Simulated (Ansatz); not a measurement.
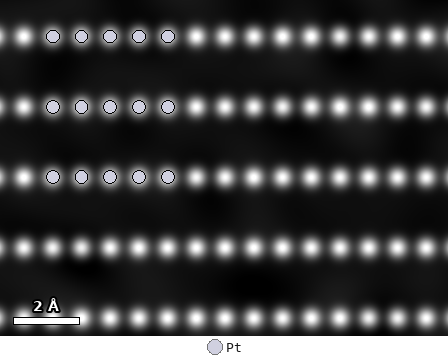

Dark-field STEM-like image of Pt (Im-3m, No. 229) along [211]. The image is simulated as a sum over atoms of Z^1.7, blurred by a 0.50 Å probe (no channelling). The speckle of an amorphous layer was added. Atomic positions: a calculation's starting geometry; the starting structure was generated, so it need not be a known form of this composition.

Coloured dots in one corner mark the columns of the model.

### What can be read from this image?

The columns repeat on a rectangular net of 0.90 × 2.20 Å (plane group p2mm). All columns are alike (Pt). The shortest distance between visible columns is 0.90 Å in projection. Along the beam the structure repeats every 7.62 Å.
